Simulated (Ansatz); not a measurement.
# Single-point calculation of AlAs

System: AlAs (slab, 16 atoms in the cell).
Method: DFT PBE+D3(BJ), scalar-relativistic, plane waves, PAW, no spin polarisation (Ansatz 0.2.0).

The structure derives from an entry of the Crystallography Open Database. It belongs to a series of runs on one base structure; here: the slab at its places in the relaxed adsorbed structure. Figures and captions count atoms from 1; the log counts them from 0 in places.

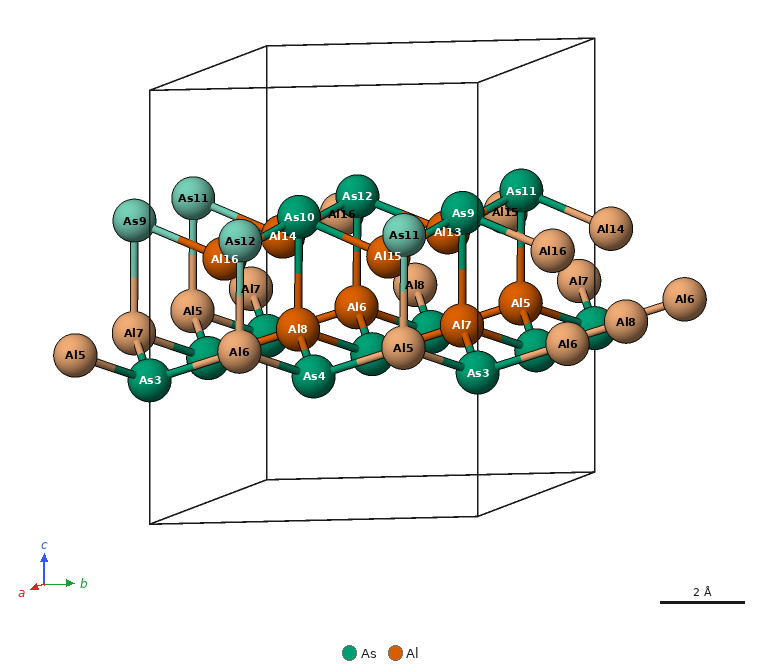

Figure 1. The structure (ball-and-stick view of the cell of the calculation, with the vacuum cut short, seen slightly off an axis; neighbours outside the cell are drawn fainter; atoms are numbered from 1 in the order of the input).

Key numbers:

```csv
quantity,value
outcome,converged
electrons treated,144
free energy,−43154.2990 eV
"work function, top face",4.91 eV
"work function, bottom face",5.50 eV
Fermi energy,−2.056 eV
gap on the k-point mesh,0.58 eV
work function (upper face),4.91 eV
largest force (length of the vector),0.129 eV/Å
hardware,"4 threads of Arm Neoverse V2, 24 GiB of memory available, shared host"
wall time,7.9 s (CPU time 29 s)
peak memory,2.6 GiB
```

Input file:
```yaml
crystal:
  lattice:
    - [8.0103882437, 0.0, 0.0]
    - [-4.0051941218, 6.9371997132, 0.0]
    - [0.0, 0.0, 24.489184133]
  atoms:
    - { symbol: As, position: [0.5, 0.0, 0.3266748274] }
    - { symbol: As, position: [0.5, 0.5, 0.3266748274] }
    - { symbol: As, position: [0.0, 0.0, 0.3266748274] }
    - { symbol: As, position: [0.0, 0.5, 0.3266748274] }
    - { symbol: Al, position: [0.1666666667, 0.8333333333, 0.3600592318] }
    - { symbol: Al, position: [0.1666666667, 0.3333333333, 0.3600592318] }
    - { symbol: Al, position: [0.6666666667, 0.8333333333, 0.3600592318] }
    - { symbol: Al, position: [0.6666666667, 0.3333333333, 0.3600592318] }
    - { symbol: As, position: [0.6694584724, 0.8359081149, 0.4720359249] }
    - { symbol: As, position: [0.6686282871, 0.337158686, 0.4718799022] }
    - { symbol: As, position: [0.166758594, 0.8356923877, 0.4720271274] }
    - { symbol: As, position: [0.168494942, 0.3366840167, 0.4702399467] }
    - { symbol: Al, position: [0.33611863, 0.6717340539, 0.4393766761] }
    - { symbol: Al, position: [0.3357300707, 0.169123985, 0.438981313] }
    - { symbol: Al, position: [0.8345768432, 0.6689796867, 0.4373172943] }
    - { symbol: Al, position: [0.8336345037, 0.1692592077, 0.4390806766] }
basis:
  ecutwfc: 420
kpoints:
  mp_grid: { grid: [2, 2, 1] }
hamiltonian:
  xc: pbe
  dispersion: d3bj
scf:
  occupations: { method: gaussian, width: 0.05 }
output:
  forces: true
  eigenvalues: true
  write_density: true
  volumetric_format: npy
efield:
  axis: 3
  dipole_correction: true
  ramp_width: 0.04
```

Launch command:
```bash
ansatz run input.yaml --threads 4 --pin off --max-ram 10240MiB --backend cpu --events-out ev --progress --plain --runs-dir out
```

The program's output:
```
Engine: ansatz 0.2.0, aarch64-unknown-linux-gnu
Pseudopotentials: kind: paw
Pseudopotential: As, paw, valence charge 15, recommended cutoff 420 eV (normal), As.paw.azcp
Pseudopotential: Al, paw, valence charge 3, recommended cutoff 420 eV (normal), Al.paw.azcp
Functional definition: PBE
  parameter kappa = 0.804
  parameter beta = 0.06672455060314922
  exchange = pbe_x(kappa = kappa, mu = beta*pi^2/3)
  correlation = pbe_c(beta = beta)
Crystal: 16 atoms, lattice volume = 1360.856 Å³
Basis set: ecut = 420 eV, 26643 PW (Γ), exchange–correlation on 108×108×360 points (8 copies of the dense FFT grid, shifted against one another)
Bands: 88, of which v1, the nominal top of the filled ones, is band 72 counted from 1 (71 counted from 0)
Symmetry: 1 space group operations
Space group: P1 (ITA 1), of the structure as read, at distance tolerance 1.1e-4 Å
k-points: 4
Non-local potential: As, projectors of the file, l = 0: 2, l = 1: 2, l = 2: 3, l = 3: 1
Non-local potential: Al, projectors of the file, l = 0: 2, l = 1: 2, l = 2: 1
PAW form: soft (Blöchl's): semilocal exchange-correlation on the pseudo side does not see the compensation charge
PAW one-centre angular grid: As, 590 points (default); XC on 64 Gauss nodes
PAW one-centre angular grid: Al, 110 points (default); XC on 64 Gauss nodes
Initial density: superposition of atomic densities (neutral atoms: chi_scale 0, normalization atom), corrected by the library's trained network
Initial wavefunctions: pseudopotential atomic-orbital guess
Functional: x = pbe(κ = 0.804, μ = 0.2195149727645171), c = pbe(β = 0.06672455060314922)
SCF iter   1: F=—  HF=-43154.307112 eV  |F-HF|=—  |Δ(HF+E_count)|=         —  Δρ=1.00e-3  dr2=6.90e-2  ethr=1.77e-3  p=0.171 e·Å  D=2.27e-2 V/Å  ΔV_dip=-0.56 eV  dr2_dipole=1.07e-2  V_vac-E_F(+/−)=4.94/5.50 eV  ⟨swp⟩=8.0  Hψ=1513  notcnv=0  defer=8
efield: sawtooth ramp at fractional position 0.8794 (placed from the atoms, in the widest stretch of the axis that holds none; the zero of the levels goes with the place), width 0.0400; the density the first Hamiltonian is built on has a dipole p = 0.171 e·Å; the dipole correction subtracts the counter field D = 2.27e-2 V/Å, which shifts the + side's vacuum level by -0.56 eV against the − side's; the planar-averaged density in the ramp window peaks in size at 8.3e-7 e/Å³
preconditioner: auto → Resta (q_TF=auto, 1.876 Å⁻¹)  ε∞=2.1  [insulator: Δε(μ)=0.633 eV  Ē_g=7.732 eV  σ=0.050 eV  W_gap=1.00  n_scr=164 (ndim 8)  ℏωp=8.1 eV  f_vac=0.697  D(μ)=0.00/eV (n_scr^D=0)  ε∞_Penn≈2.1  vacuum switching on, ρ_ref=4.3e-3 e/Å³]
SCF iter   2: F=—  HF=-43154.315014 eV  |F-HF|=—  |Δ(HF+E_count)|=   7.90e-3  Δρ=1.07e-3  dr2=1.53e-1  ethr=4.79e-5  p=0.264 e·Å  D=3.51e-2 V/Å  ΔV_dip=-0.86 eV  dr2_dipole=4.37e-2  V_vac-E_F(+/−)=4.73/5.59 eV  ⟨swp⟩=2.8  Hψ=541  notcnv=0  defer=48
SCF iter   3: F=—  HF=-43154.298680 eV  |F-HF|=—  |Δ(HF+E_count)|=   1.63e-2  Δρ=3.94e-4  dr2=9.15e-3  ethr=4.79e-5  p=0.176 e·Å  D=2.34e-2 V/Å  ΔV_dip=-0.57 eV  dr2_dipole=1.53e-3  V_vac-E_F(+/−)=4.91/5.49 eV  ⟨swp⟩=2.0  Hψ=376  notcnv=0  defer=48
SCF iter   4: F=—  HF=-43154.299007 eV  |F-HF|=—  |Δ(HF+E_count)|=   3.27e-4  Δρ=1.09e-4  dr2=3.08e-4  ethr=6.36e-6  p=0.180 e·Å  D=2.40e-2 V/Å  ΔV_dip=-0.59 eV  dr2_dipole=3.48e-5  V_vac-E_F(+/−)=4.91/5.50 eV  ⟨swp⟩=2.0  Hψ=412  notcnv=0  defer=48
SCF iter   5: F=—  HF=-43154.299128 eV  |F-HF|=—  |Δ(HF+E_count)|=   1.20e-4  Δρ=3.30e-5  dr2=3.10e-5  ethr=2.14e-7  p=0.181 e·Å  D=2.40e-2 V/Å  ΔV_dip=-0.59 eV  dr2_dipole=2.90e-6  V_vac-E_F(+/−)=4.91/5.50 eV  ⟨swp⟩=2.2  Hψ=469  notcnv=0  defer=48
SCF iter   6: F=—  HF=-43154.299023 eV  |F-HF|=—  |Δ(HF+E_count)|=   1.04e-4  Δρ=9.58e-6  dr2=3.21e-6  ethr=2.15e-8  p=0.181 e·Å  D=2.41e-2 V/Å  ΔV_dip=-0.59 eV  dr2_dipole=2.18e-8  V_vac-E_F(+/−)=4.91/5.50 eV  ⟨swp⟩=2.0  Hψ=462  notcnv=0  defer=48
SCF iter   7: F=—  HF=-43154.299024 eV  |F-HF|=—  |Δ(HF+E_count)|=   1.08e-7  Δρ=4.03e-6  dr2=3.65e-7  ethr=2.23e-9  p=0.181 e·Å  D=2.41e-2 V/Å  ΔV_dip=-0.59 eV  dr2_dipole=1.41e-8  V_vac-E_F(+/−)=4.91/5.50 eV  ⟨swp⟩=2.0  Hψ=417  notcnv=0  defer=48
SCF iter   8: F=-43154.299024 eV  HF=-43154.299024 eV  |F-HF|=4.58e-10  |Δ(HF+E_count)|=   3.96e-7  Δρ=1.28e-6  dr2=6.41e-8  ethr=6.94e-11  p=0.181 e·Å  D=2.41e-2 V/Å  ΔV_dip=-0.59 eV  dr2_dipole=2.66e-9  V_vac-E_F(+/−)=4.91/5.50 eV  ⟨swp⟩=15.8  Hψ=1846  notcnv=0
SCF 1 converged in 8 iterations: F = -43154.299024 eV  dr2 = 6.41e-8
  greatest PAW one-centre occupation: 0.999 electrons in one spin orbital (limit 2), on the As atom at site 0 (counted from 0), in its partial waves of l = 2
```

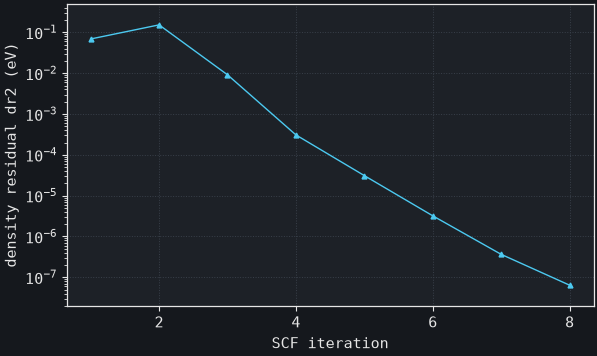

Figure 2. Convergence of the self-consistent field: density residual dr2 against the SCF iteration. The residual comes down, with one marked jump up, by a factor of about 2, at step 2.

```
SCF converged after 8 iterations
Free energy (F): -43154.299024 eV
Harris-Foulkes:  -43154.299024 eV  (|F-HF|=4.58e-10)
Internal energy: -43154.299024 eV  (E = F + TS)
E sigma→0 (E₀):  -43154.299024 eV
Fermi energy:    -2.055532 eV
Dipole field:    D = 0.024098 V/Å  (p = 0.181227 e·Å, saw-weighted, corrected)
Work function:   Φ+ = 4.9124 eV   Φ− = 5.5025 eV
Levels:          The Fermi level and band energies are counted from a zero that moves with the ramp; work functions are not
--- Per-component energies (eV) ---
  E_band       = -3368.390649
  E_kinetic    = 1004.505846
  E_local      = -95550.908175  (includes V_loc(G=0)·N_el)
  E_nonlocal   = -5284.109723
  E_hartree    = 47746.729633
  E_xc         = -947.499090
  E_vxc        = -859.839680  (∫ρ·V_xc dr)
  E_paw        = -18419.280245  (= ΣΔE_a)
  E_vpaw       = 1828.466577  (= ΣTr[D̂ρ^β])
  E_aug_tail   = 0.000048  (compensation charges beyond the density's cutoff)
  E_efield     = 0.002184  (sawtooth field / dipole correction)
  E_vefield    = 0.021459  (∫n·V_field dr)
  E_ewald      = 28299.881093
  E_disp       = -3.620595  (pairwise vdW)
  E_smearing   = -0.000000  (= −TS)
  E_closure    = -0.000000  (closes the sum)
  Σ components = -43154.299024   (vs F -43154.299024, Δ=0.00e0)
--- Forces (eV/Å), atoms counted from 1 ---
  atom   1  As    -0.00128975    -0.01433250    -0.06644186
  atom   2  As     0.03154975    -0.00124986    -0.08499272
  atom   3  As     0.00044058    -0.04481817    -0.08334753
  atom   4  As    -0.03339195    -0.00156645    -0.08685173
  atom   5  Al     0.00076471     0.01469416     0.05960052
  atom   6  Al    -0.00106806     0.02337554     0.06895566
  atom   7  Al     0.00191116     0.01825495     0.05916327
  atom   8  Al     0.00228727     0.01738644     0.04177195
  atom   9  As    -0.00389040    -0.00201602    -0.00490754
  atom  10  As    -0.00372836    -0.00369821     0.02475213
  atom  11  As    -0.00336968     0.00578711    -0.00858147
  atom  12  As     0.00126753    -0.01275924     0.12804497
  atom  13  Al    -0.00118568     0.01646620    -0.01730343
  atom  14  Al    -0.00625037    -0.02510098    -0.01402110
  atom  15  Al     0.00652220     0.02844393     0.00341157
  atom  16  Al     0.00942545    -0.01886313    -0.01937191
  max |Σ_I F_I| component: 1.19e-4 eV/Å
--- Band table (eV) ---
  k-point 0: bands = ["-36.9290", "-36.9264", "-36.9244", "-36.9231", "-36.9223", "-36.9218", "-36.9201", "-36.9192", "-36.9180", "-36.9172", "-36.9165", "-36.9154", "-36.9094", "-36.9083", "-36.9065", "-36.9063", "-36.9052", "-36.9046", "-36.9040", "-36.9032", "-36.4621", "-36.4588", "-36.4587", "-36.4454", "-36.4448", "-36.4396", "-36.4390", "-36.4384", "-36.4380", "-36.4373", "-36.4362", "-36.4342", "-36.4339", "-36.4320", "-36.4252", "-36.4246", "-36.4229", "-36.4217", "-36.4210", "-36.4194", "-14.0240", "-12.8450", "-12.7290", "-12.7079", "-12.6950", "-11.9220", "-11.9096", "-11.9053", "-8.1557", "-8.1360", "-8.1299", "-7.2513", "-7.2448", "-7.2203", "-6.8192", "-4.5254", "-4.5239", "-4.5046", "-4.4006", "-4.3829", "-4.3676", "-3.2950", "-3.2935", "-3.2918", "-3.1773", "-3.1638", "-3.1458", "-3.1410", "-3.1154", "-2.9119", "-2.3578", "-2.3442", "-1.7671", "-1.7312", "-1.7297", "-0.7240", "0.0157", "0.2754", "0.3017", "0.3209", "0.8492", "0.8499", "0.9098", "1.3841", "1.4304", "1.7998", "2.0244", "2.0366"]
  k-point 1: bands = ["-36.9290", "-36.9264", "-36.9243", "-36.9231", "-36.9223", "-36.9218", "-36.9201", "-36.9192", "-36.9180", "-36.9172", "-36.9166", "-36.9154", "-36.9094", "-36.9082", "-36.9065", "-36.9062", "-36.9053", "-36.9045", "-36.9042", "-36.9033", "-36.4621", "-36.4588", "-36.4587", "-36.4453", "-36.4447", "-36.4394", "-36.4391", "-36.4383", "-36.4380", "-36.4374", "-36.4362", "-36.4340", "-36.4340", "-36.4321", "-36.4249", "-36.4248", "-36.4229", "-36.4216", "-36.4210", "-36.4195", "-13.5142", "-13.4886", "-12.7675", "-12.7389", "-12.4255", "-12.4173", "-11.9043", "-11.8957", "-7.6578", "-7.6492", "-7.0390", "-7.0340", "-6.8306", "-6.7863", "-5.9443", "-5.9255", "-5.5686", "-5.5619", "-4.7841", "-4.7696", "-4.5290", "-4.5180", "-4.2370", "-4.2346", "-3.9974", "-3.9710", "-2.8516", "-2.8470", "-2.6626", "-2.6413", "-2.5778", "-2.5772", "-0.8665", "-0.8606", "-0.8072", "-0.7957", "0.7327", "0.7423", "1.1645", "1.1917", "1.2654", "1.3378", "2.2129", "2.2415", "2.5368", "2.5687", "2.5888", "2.6283"]
  k-point 2: bands = ["-36.9290", "-36.9263", "-36.9244", "-36.9231", "-36.9222", "-36.9218", "-36.9200", "-36.9192", "-36.9180", "-36.9172", "-36.9166", "-36.9154", "-36.9094", "-36.9083", "-36.9063", "-36.9063", "-36.9052", "-36.9047", "-36.9042", "-36.9032", "-36.4621", "-36.4588", "-36.4587", "-36.4453", "-36.4447", "-36.4394", "-36.4391", "-36.4383", "-36.4380", "-36.4373", "-36.4362", "-36.4340", "-36.4340", "-36.4321", "-36.4249", "-36.4248", "-36.4229", "-36.4215", "-36.4211", "-36.4194", "-13.5063", "-13.4958", "-12.7602", "-12.7485", "-12.4273", "-12.4174", "-11.9019", "-11.8935", "-7.6650", "-7.6598", "-7.0359", "-7.0294", "-6.8197", "-6.7692", "-5.9630", "-5.9487", "-5.5559", "-5.5536", "-4.7866", "-4.7706", "-4.5206", "-4.5090", "-4.2488", "-4.2403", "-3.9849", "-3.9757", "-2.8552", "-2.8497", "-2.6674", "-2.6449", "-2.5639", "-2.5615", "-0.8819", "-0.8664", "-0.8153", "-0.8090", "0.7402", "0.7444", "1.1452", "1.1698", "1.2851", "1.3500", "2.2373", "2.2626", "2.5205", "2.5696", "2.5967", "2.6663"]
  k-point 3: bands = ["-36.9290", "-36.9264", "-36.9243", "-36.9231", "-36.9222", "-36.9218", "-36.9201", "-36.9192", "-36.9180", "-36.9172", "-36.9166", "-36.9154", "-36.9094", "-36.9082", "-36.9064", "-36.9063", "-36.9053", "-36.9044", "-36.9043", "-36.9033", "-36.4621", "-36.4588", "-36.4587", "-36.4453", "-36.4447", "-36.4396", "-36.4390", "-36.4383", "-36.4379", "-36.4374", "-36.4362", "-36.4341", "-36.4339", "-36.4321", "-36.4251", "-36.4246", "-36.4229", "-36.4217", "-36.4208", "-36.4195", "-13.5076", "-13.4945", "-12.7617", "-12.7471", "-12.4263", "-12.4183", "-11.9014", "-11.8942", "-7.6648", "-7.6580", "-7.0360", "-7.0296", "-6.8214", "-6.7694", "-5.9636", "-5.9464", "-5.5579", "-5.5537", "-4.7868", "-4.7702", "-4.5218", "-4.5092", "-4.2478", "-4.2402", "-3.9867", "-3.9735", "-2.8539", "-2.8504", "-2.6663", "-2.6457", "-2.5649", "-2.5620", "-0.8800", "-0.8662", "-0.8143", "-0.8092", "0.7380", "0.7468", "1.1477", "1.1696", "1.2843", "1.3487", "2.2362", "2.2613", "2.5222", "2.5694", "2.5938", "2.6662"]
```

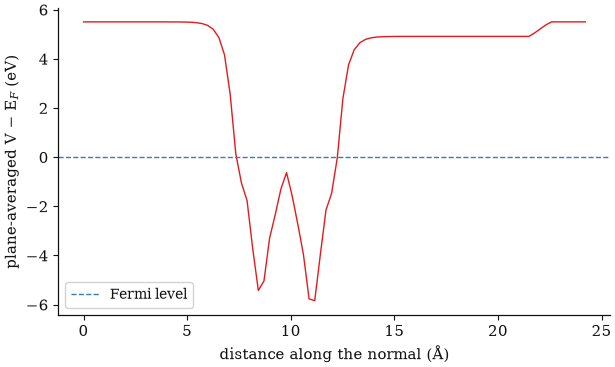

Figure 3. Plane average of the electrostatic potential energy of an electron across the cell, from the Fermi level. The vacuum level lies 4.91 eV above the Fermi level on the upper side and 5.50 eV on the lower.

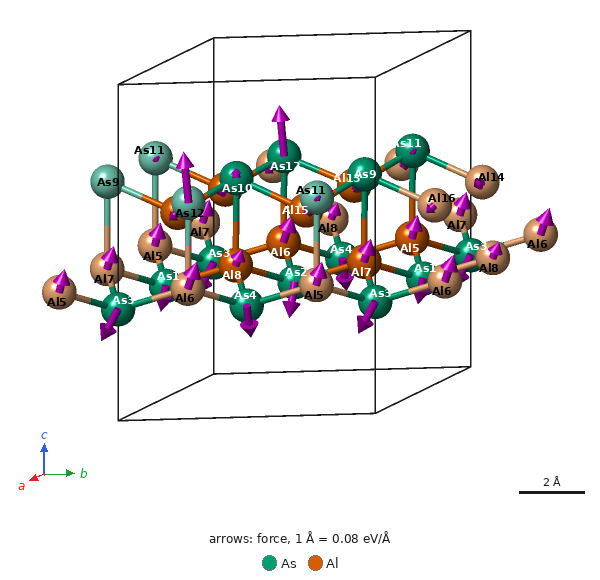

Figure 4. Forces on the atoms as pink arrows (ball-and-stick view of the cell of the calculation, with the vacuum cut short, seen slightly off an axis; neighbours outside the cell are drawn fainter; atoms are numbered from 1 in the order of the input); the smallest are left out. The largest act on As12 (0.13 eV/Å); As2, As3, As4 (0.09 eV/Å); Al6 (0.07 eV/Å); As1 (0.07 eV/Å), among others. The geometry is not a stationary point of this energy.

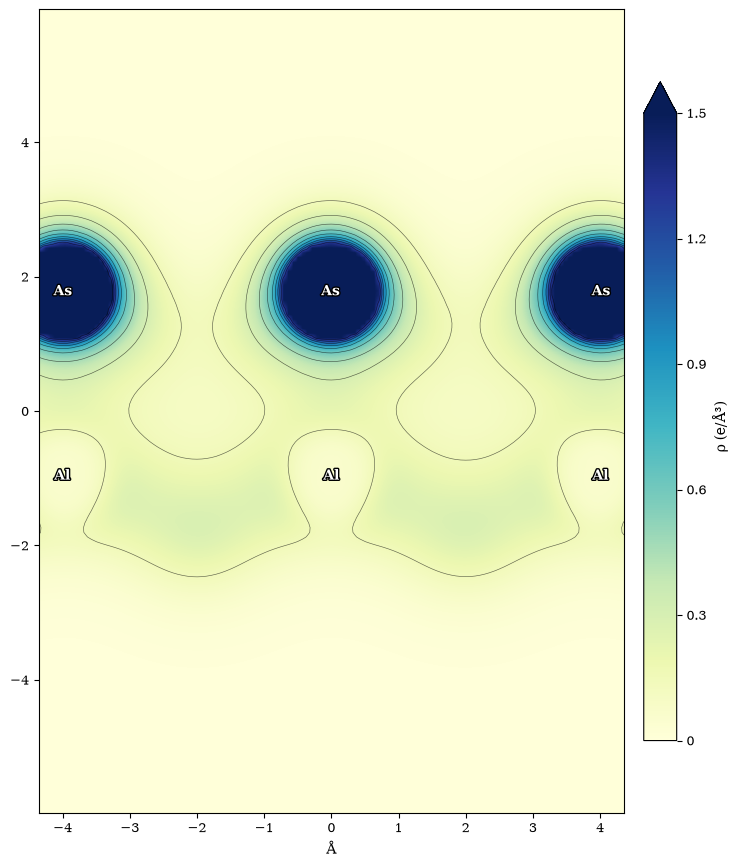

Figure 5. Valence electron density on the (010) plane of the calculation cell, a cut from vacuum to vacuum. The section cuts through Al and As sites. Al–As (2.74 Å): ρ is about 0.28 e/Å³ halfway. The density dies away to nearly zero in the vacuum. In a PAW calculation such maps are meaningful between the atoms, not at the nuclei.
